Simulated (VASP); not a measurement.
# NiO: geometry relaxation (part 3 of 4)

Continued. System: NiO (R-3m, 4 atoms in the cell). Method: Kohn-Sham DFT of a periodic cell, PBE, VASP PAW PBE potentials, recommended, spin-polarised (VASP 6.6.1); cutoff 520 eV, 3×3×3 k-mesh, Gaussian smearing of 0.02 eV, collinear spins. The structure was built on a prototype by a generator; it need not be a known phase.

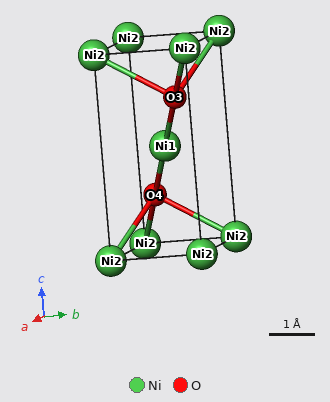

Figure 1. The geometry at step 4 of the log (ball-and-stick view of the reduced cell, seen slightly off an axis; atoms are numbered from 1 in the order of the input).

### Parts of OUTCAR, continued
```
 -----------------------------------------------------------------------------
  energy-cutoff  :      520.00
  volume of cell :       36.65
      direct lattice vectors                 reciprocal lattice vectors
     0.000000000  1.711002130  4.818810515     0.000000000  0.389635206  0.069173364
    -1.481771310 -0.855501065  4.818810515    -0.337433986 -0.194817603  0.069173364
     1.481771310 -0.855501065  4.818810515     0.337433986 -0.194817603  0.069173364

 POSITION                                       TOTAL-FORCE (eV/Angst)
 -----------------------------------------------------------------------------------
      0.00000      0.00000      7.22822        -0.000000     -0.000000     -0.000000
     -0.00000     -0.00000      0.00000         0.000000     -0.000000      0.000000
      0.00000      0.00000      3.61411        -0.000000      0.000000      0.000000
      0.00000      0.00000     10.84232         0.000000     -0.000000     -0.000000
 -----------------------------------------------------------------------------------
    total drift:                               -0.000000      0.000000      0.000000

  FREE ENERGIE OF THE ION-ELECTRON SYSTEM (eV)
  ---------------------------------------------------
  free  energy   TOTEN  =       -23.4938707801 eV

  energy  without entropy=      -23.4938707801  energy(sigma->0) =      -23.49387078

--------------------------------------- Ionic step        7  -------------------------------------------

 number of electron      32.0000011 magnetization       0.0000000

 number of electron      32.0000011 magnetization      -0.0000000

------------------------ aborting loop because EDIFF is reached ----------------------------------------

  FORCE on cell =-STRESS in cart. coord.  units (eV):
  Direction    XX          YY          ZZ          XY          YZ          ZX
  --------------------------------------------------------------------------------------
  -------------------------------------------------------------------------------------
  Total        0.0093489      0.0093489      0.0021050     -0.0000000     -0.0000000      0.0000000
  in kB        0.4082523      0.4082523      0.0919221     -0.0000000     -0.0000000      0.0000000
  external PRESSURE =       0.3028089 kB  Pullay stress =       0.0000000 kB

 VOLUME and BASIS-vectors are now :
 -----------------------------------------------------------------------------
  energy-cutoff  :      520.00
  volume of cell :       36.69
      direct lattice vectors                 reciprocal lattice vectors
     0.000000000  1.711600778  4.820413527     0.000000000  0.389498927  0.069150361
    -1.482289754 -0.855800389  4.820413527    -0.337315966 -0.194749464  0.069150361
     1.482289754 -0.855800389  4.820413527     0.337315966 -0.194749464  0.069150361

 POSITION                                       TOTAL-FORCE (eV/Angst)
 -----------------------------------------------------------------------------------
      0.00000      0.00000      7.23062         0.000000      0.000000     -0.000000
      0.00000      1.71160      4.82041         0.000000     -0.000000      0.000000
      0.00000      0.00000      3.61531        -0.000000     -0.000000     -0.000000
      0.00000      0.00000     10.84593         0.000000      0.000000     -0.000000
 -----------------------------------------------------------------------------------
    total drift:                               -0.000000      0.000000     -0.000000

  FREE ENERGIE OF THE ION-ELECTRON SYSTEM (eV)
  ---------------------------------------------------
  free  energy   TOTEN  =       -23.4939028612 eV

  energy  without entropy=      -23.4939028612  energy(sigma->0) =      -23.49390286

--------------------------------------- Ionic step        8  -------------------------------------------

 number of electron      32.0000011 magnetization       0.0000000

 number of electron      32.0000011 magnetization      -0.0000000

 Free energy of the ion-electron system (eV)
  ---------------------------------------------------
  ext. energy  EPLUGINS =         0.00000000
  ---------------------------------------------------
  free energy    TOTEN  =       -23.49390351 eV

  energy without entropy =      -23.49390351  energy(sigma->0) =      -23.49390351

 E-fermi :   7.2397     XC(G=0): -12.6341     alpha+bet :-13.8431

 val. band max:        7.1458585132   @ k =  -0.3333   0.3333   0.3333
 cond. band min:       8.4869629879   @ k =  -0.3333   0.3333   0.3333
 fundamental gap:      1.3411044747
 Fermi energy:         7.2396969460

 spin component 1

 k-point     1 :       0.0000    0.0000    0.0000
  band No.  band energies     occupation
      1     -12.3609      1.00000
      2     -10.9798      1.00000
      3      -0.2026      1.00000
      4       2.3556      1.00000
      5       2.3556      1.00000
      6       4.9849      1.00000
      7       4.9849      1.00000
      8       5.0023      1.00000
      9       5.4435      1.00000
     10       5.4435      1.00000
     11       5.5513      1.00000
     12       5.7660      1.00000
     13       5.7660      1.00000
     14       6.6904      1.00000
     15       6.6904      1.00000
     16       6.9737      1.00000
     17       9.3166      0.00000
     18       9.3166      0.00000
     19       9.4373      0.00000
     20      13.4238      0.00000

 k-point     2 :       0.3333    0.0000    0.0000
  band No.  band energies     occupation
      1     -11.4634      1.00000
      2     -10.8592      1.00000
      3       1.1171      1.00000
      4       1.2994      1.00000
      5       1.7262      1.00000
      6       2.5563      1.00000
      7       3.0306      1.00000
      8       3.4492      1.00000
      9       5.4002      1.00000
     10       5.9789      1.00000
     11       6.2170      1.00000
     12       6.4127      1.00000
     13       6.5322      1.00000
     14       6.6004      1.00000
     15       7.1083      1.00000
     16       7.1285      1.00000
     17       8.6517      0.00000
     18       8.8821      0.00000
     19      13.6055      0.00000
     20      16.6558      0.00000

 k-point     3 :       0.3333    0.3333    0.0000
  band No.  band energies     occupation
      1     -11.3851      1.00000
      2     -10.9434      1.00000
      3       0.7753      1.00000
      4       1.0691      1.00000
      5       2.5227      1.00000
      6       2.6519      1.00000
      7       2.8934      1.00000
      8       3.3296      1.00000
      9       5.2879      1.00000
     10       5.9793      1.00000
     11       6.0995      1.00000
     12       6.4760      1.00000
     13       6.5071      1.00000
     14       6.8389      1.00000
     15       7.0789      1.00000
     16       7.1075      1.00000
     17       8.9893      0.00000
     18       9.0494      0.00000
     19      13.0111      0.00000
     20      14.9820      0.00000

 k-point     4 :      -0.3333    0.3333    0.0000
  band No.  band energies     occupation
      1     -10.8651      1.00000
      2     -10.8650      1.00000
      3       1.0085      1.00000
      4       1.1482      1.00000
      5       1.7181      1.00000
      6       1.9754      1.00000
      7       2.5225      1.00000
      8       2.7055      1.00000
      9       5.9148      1.00000
     10       6.0258      1.00000
     11       6.0501      1.00000
     12       6.4037      1.00000
     13       6.6897      1.00000
     14       6.8123      1.00000
     15       7.0239      1.00000
     16       7.0898      1.00000
     17       8.7698      0.00000
     18       8.9510      0.00000
     19      16.6333      0.00000
     20      16.9119      0.00000

 k-point     5 :       0.3333    0.3333    0.3333
  band No.  band energies     occupation
      1     -12.0583      1.00000
      2     -11.3747      1.00000
      3       0.7877      1.00000
      4       2.6646      1.00000
      5       2.6646      1.00000
      6       3.1033      1.00000
      7       3.9278      1.00000
      8       3.9278      1.00000
      9       5.5318      1.00000
     10       5.5318      1.00000
     11       5.9046      1.00000
     12       6.5010      1.00000
     13       6.5010      1.00000
     14       6.7274      1.00000
     15       6.9180      1.00000
     16       6.9180      1.00000
     17       8.9566      0.00000
     18       8.9566      0.00000
     19      11.0256      0.00000
     20      13.0047      0.00000

 k-point     6 :      -0.3333    0.3333    0.3333
  band No.  band energies     occupation
      1     -11.2470      1.00000
      2     -11.0849      1.00000
      3       0.5047      1.00000
      4       1.0612      1.00000
      5       2.4656      1.00000
      6       2.5060      1.00000
      7       3.7335      1.00000
      8       3.7585      1.00000
      9       4.8734      1.00000
     10       5.9149      1.00000
     11       5.9717      1.00000
     12       6.1891      1.00000
     13       6.5092      1.00000
     14       6.8414      1.00000
     15       6.9869      1.00000
     16       7.1459      1.00000
     17       8.4870      0.00000
     18       9.3104      0.00000
     19      14.2920      0.00000
     20      14.5928      0.00000
 Fermi energy:         7.2396969460

 spin component 2

 k-point     1 :       0.0000    0.0000    0.0000
  band No.  band energies     occupation
      1     -12.3609      1.00000
      2     -10.9798      1.00000
      3      -0.2026      1.00000
      4       2.3556      1.00000
      5       2.3556      1.00000
      6       4.9849      1.00000
      7       4.9849      1.00000
      8       5.0023      1.00000
      9       5.4435      1.00000
     10       5.4435      1.00000
     11       5.5513      1.00000
     12       5.7660      1.00000
     13       5.7660      1.00000
     14       6.6904      1.00000
     15       6.6904      1.00000
     16       6.9737      1.00000
     17       9.3166      0.00000
     18       9.3166      0.00000
     19       9.4373      0.00000
     20      13.4238      0.00000

 k-point     2 :       0.3333    0.0000    0.0000
  band No.  band energies     occupation
      1     -11.4634      1.00000
      2     -10.8592      1.00000
      3       1.1171      1.00000
      4       1.2994      1.00000
      5       1.7262      1.00000
      6       2.5563      1.00000
      7       3.0306      1.00000
      8       3.4492      1.00000
      9       5.4002      1.00000
     10       5.9789      1.00000
     11       6.2170      1.00000
     12       6.4127      1.00000
     13       6.5322      1.00000
     14       6.6004      1.00000
     15       7.1083      1.00000
     16       7.1285      1.00000
     17       8.6517      0.00000
     18       8.8821      0.00000
     19      13.6055      0.00000
     20      16.6558      0.00000

 k-point     3 :       0.3333    0.3333    0.0000
  band No.  band energies     occupation
      1     -11.3851      1.00000
      2     -10.9434      1.00000
      3       0.7753      1.00000
      4       1.0691      1.00000
      5       2.5227      1.00000
      6       2.6519      1.00000
      7       2.8934      1.00000
      8       3.3296      1.00000
      9       5.2879      1.00000
     10       5.9793      1.00000
     11       6.0995      1.00000
     12       6.4760      1.00000
     13       6.5071      1.00000
     14       6.8389      1.00000
     15       7.0789      1.00000
     16       7.1075      1.00000
     17       8.9893      0.00000
     18       9.0494      0.00000
     19      13.0111      0.00000
     20      14.9820      0.00000

 k-point     4 :      -0.3333    0.3333    0.0000
  band No.  band energies     occupation
      1     -10.8651      1.00000
      2     -10.8650      1.00000
      3       1.0085      1.00000
      4       1.1482      1.00000
      5       1.7181      1.00000
      6       1.9754      1.00000
      7       2.5225      1.00000
      8       2.7055      1.00000
      9       5.9148      1.00000
     10       6.0258      1.00000
     11       6.0501      1.00000
     12       6.4037      1.00000
     13       6.6897      1.00000
     14       6.8123      1.00000
     15       7.0239      1.00000
     16       7.0898      1.00000
     17       8.7698      0.00000
     18       8.9510      0.00000
     19      16.6333      0.00000
     20      16.9081      0.00000

 k-point     5 :       0.3333    0.3333    0.3333
  band No.  band energies     occupation
      1     -12.0583      1.00000
      2     -11.3747      1.00000
      3       0.7877      1.00000
      4       2.6646      1.00000
      5       2.6646      1.00000
      6       3.1033      1.00000
      7       3.9278      1.00000
      8       3.9278      1.00000
      9       5.5318      1.00000
     10       5.5318      1.00000
     11       5.9046      1.00000
     12       6.5010      1.00000
     13       6.5010      1.00000
     14       6.7274      1.00000
     15       6.9180      1.00000
     16       6.9180      1.00000
     17       8.9566      0.00000
     18       8.9566      0.00000
     19      11.0256      0.00000
     20      13.0047      0.00000

 k-point     6 :      -0.3333    0.3333    0.3333
  band No.  band energies     occupation
      1     -11.2470      1.00000
      2     -11.0849      1.00000
      3       0.5047      1.00000
      4       1.0612      1.00000
      5       2.4656      1.00000
      6       2.5060      1.00000
      7       3.7335      1.00000
      8       3.7585      1.00000
      9       4.8734      1.00000
     10       5.9149      1.00000
     11       5.9717      1.00000
     12       6.1891      1.00000
     13       6.5092      1.00000
     14       6.8414      1.00000
     15       6.9869      1.00000
     16       7.1459      1.00000
     17       8.4870      0.00000
     18       9.3104      0.00000
     19      14.2920      0.00000
     20      14.5928      0.00000

------------------------ aborting loop because EDIFF is reached ----------------------------------------

  FORCE on cell =-STRESS in cart. coord.  units (eV):
  Direction    XX          YY          ZZ          XY          YZ          ZX
  --------------------------------------------------------------------------------------
  -------------------------------------------------------------------------------------
  Total        0.0016285      0.0016285     -0.0054566      0.0000000     -0.0000000      0.0000000
  in kB        0.0710984      0.0710984     -0.2382340      0.0000000     -0.0000000      0.0000000
  external PRESSURE =      -0.0320124 kB  Pullay stress =       0.0000000 kB

 VOLUME and BASIS-vectors are now :
 -----------------------------------------------------------------------------
  energy-cutoff  :      520.00
  volume of cell :       36.70
      direct lattice vectors                 reciprocal lattice vectors
     0.000000000  1.711715078  4.820719590     0.000000000  0.389472918  0.069145970
    -1.482388741 -0.855857539  4.820719590    -0.337293442 -0.194736459  0.069145970
     1.482388741 -0.855857539  4.820719590     0.337293442 -0.194736459  0.069145970

 POSITION                                       TOTAL-FORCE (eV/Angst)
 -----------------------------------------------------------------------------------
      0.00000      0.00000      7.23108        -0.000000      0.000000      0.000000
     -0.00000     -0.00000      0.00000        -0.000000      0.000000      0.000000
      0.00000      0.00000      3.61554        -0.000000     -0.000000     -0.000000
      0.00000      0.00000     10.84662         0.000000     -0.000000      0.000000
 -----------------------------------------------------------------------------------
    total drift:                               -0.000000      0.000000      0.000000

  FREE ENERGIE OF THE ION-ELECTRON SYSTEM (eV)
  ---------------------------------------------------
  free  energy   TOTEN  =       -23.4939035061 eV

  energy  without entropy=      -23.4939035061  energy(sigma->0) =      -23.49390351

 reached required accuracy - stopping structural energy minimisation

 total charge

# of ion       s       p       d       tot
------------------------------------------
    1        0.324   0.395   8.267   8.986
    2        0.324   0.395   8.267   8.986
    3        1.565   3.406   0.000   4.971
    4        1.565   3.406   0.000   4.971
--------------------------------------------------
tot          3.778   7.603  16.534  27.914

 magnetization (x)

# of ion       s       p       d       tot
------------------------------------------
    1       -0.009  -0.012   1.359   1.337
    2        0.009   0.012  -1.359  -1.337
    3        0.000   0.000   0.000   0.000
    4        0.000   0.000   0.000   0.000
--------------------------------------------------
tot          0.000  -0.000   0.000  -0.000
```

### CONTCAR
```
NiO
   1.00000000000000
     0.0000000000000000    1.7117150775374026    4.8207195900647122
    -1.4823887407189056   -0.8558575387687013    4.8207195900647122
     1.4823887407189056   -0.8558575387687013    4.8207195900647122
  Ni              O
     2     2
Direct
     0.5000000000000000    0.5000000000000000    0.5000000000000000
     0.0000000000000000    0.0000000000000000    0.0000000000000000
     0.2500000000000000    0.2500000000000000    0.2500000000000000
     0.7500000000000000    0.7500000000000000    0.7500000000000000

  0.00000000E+00  0.00000000E+00  0.00000000E+00
  0.00000000E+00  0.00000000E+00  0.00000000E+00
  0.00000000E+00  0.00000000E+00  0.00000000E+00
  0.00000000E+00  0.00000000E+00  0.00000000E+00
```

### Trajectory as extended XYZ (Å, eV, eV/Å), 8 frames, from step=0 to step=7
```
4
Lattice="0.0000 1.6606 4.6616 -1.4381 -0.8303 4.6616 1.4381 -0.8303 4.6616" Properties=species:S:1:pos:R:3:forces:R:3 step=0 energy=-23.27392
Ni    0.0000    0.0000    6.9924    0.0000   0.0000   0.0000
Ni    0.0000    0.0000    0.0000    0.0000   0.0000   0.0000
O     0.0000    0.0000    3.4962    0.0000   0.0000   0.0000
O     0.0000    0.0000   10.4886    0.0000   0.0000   0.0000
4
Lattice="0.0000 1.7575 4.9363 -1.5220 -0.8787 4.9363 1.5220 -0.8787 4.9363" Properties=species:S:1:pos:R:3:forces:R:3 step=1 energy=-23.36576
Ni    0.0000    0.0000    7.4044    0.0000   0.0000   0.0000
Ni    0.0000    0.0000    0.0000    0.0000   0.0000   0.0000
O     0.0000    0.0000    3.7022    0.0000   0.0000   0.0000
O     0.0000    0.0000   11.1066    0.0000   0.0000   0.0000
4
Lattice="0.0000 1.7137 4.8122 -1.4841 -0.8569 4.8122 1.4841 -0.8569 4.8122" Properties=species:S:1:pos:R:3:forces:R:3 step=2 energy=-23.49383
Ni    0.0000    0.0000    7.2183    0.0000   0.0000   0.0000
Ni    0.0000    0.0000    0.0000    0.0000   0.0000   0.0000
O     0.0000    0.0000    3.6091    0.0000   0.0000   0.0000
O     0.0000    0.0000   10.8274    0.0000   0.0000   0.0000
4
Lattice="0.0000 1.7126 4.8092 -1.4832 -0.8563 4.8092 1.4832 -0.8563 4.8092" Properties=species:S:1:pos:R:3:forces:R:3 step=3 energy=-23.49380
Ni    0.0000    0.0000    7.2137    0.0000   0.0000   0.0000
Ni    0.0000    0.0000    0.0000    0.0000   0.0000   0.0000
O     0.0000    0.0000    3.6069    0.0000   0.0000   0.0000
O     0.0000    0.0000   10.8206    0.0000   0.0000   0.0000
4
Lattice="0.0000 1.7122 4.8118 -1.4828 -0.8561 4.8118 1.4828 -0.8561 4.8118" Properties=species:S:1:pos:R:3:forces:R:3 step=4 energy=-23.49384
Ni    0.0000    0.0000    7.2177    0.0000   0.0000   0.0000
Ni    0.0000    1.7122    4.8118    0.0000   0.0000   0.0000
O     0.0000    0.0000    3.6089    0.0000   0.0000   0.0000
O     0.0000    0.0000   10.8266    0.0000   0.0000   0.0000
4
Lattice="0.0000 1.7110 4.8188 -1.4818 -0.8555 4.8188 1.4818 -0.8555 4.8188" Properties=species:S:1:pos:R:3:forces:R:3 step=5 energy=-23.49387
Ni    0.0000    0.0000    7.2282    0.0000   0.0000   0.0000
Ni    0.0000    0.0000    0.0000    0.0000   0.0000   0.0000
O     0.0000    0.0000    3.6141    0.0000   0.0000   0.0000
O     0.0000    0.0000   10.8423    0.0000   0.0000   0.0000
4
Lattice="0.0000 1.7116 4.8204 -1.4823 -0.8558 4.8204 1.4823 -0.8558 4.8204" Properties=species:S:1:pos:R:3:forces:R:3 step=6 energy=-23.49390
Ni    0.0000    0.0000    7.2306    0.0000   0.0000   0.0000
Ni    0.0000    1.7116    4.8204    0.0000   0.0000   0.0000
O     0.0000    0.0000    3.6153    0.0000   0.0000   0.0000
O     0.0000    0.0000   10.8459    0.0000   0.0000   0.0000
4
Lattice="0.0000 1.7117 4.8207 -1.4824 -0.8559 4.8207 1.4824 -0.8559 4.8207" Properties=species:S:1:pos:R:3:forces:R:3 step=7 energy=-23.49390
Ni    0.0000    0.0000    7.2311    0.0000   0.0000   0.0000
Ni    0.0000    0.0000    0.0000    0.0000   0.0000   0.0000
O     0.0000    0.0000    3.6155    0.0000   0.0000   0.0000
O     0.0000    0.0000   10.8466    0.0000   0.0000   0.0000
```

This output came from the following input.

### INCAR
```
SYSTEM = NiO
PREC = Accurate ; ENCUT = 520
EDIFF = 1E-7 ; ISMEAR = 0
SIGMA = 0.02 ; LREAL = .False.
LASPH = .True. ; NELM = 100
ALGO = Fast ; ISIF = 3
LWAVE = .False. ; LCHARG = .False.
ISPIN = 2 ; MAGMOM = 2 -2 0 0
LORBIT = 11 ; LMAXMIX = 4
GGA = PE ; IBRION = 2
NSW = 80 ; EDIFFG = -0.002
```

### KPOINTS
```
regular mesh
0
Gamma
  3 3 3
  0 0 0
```
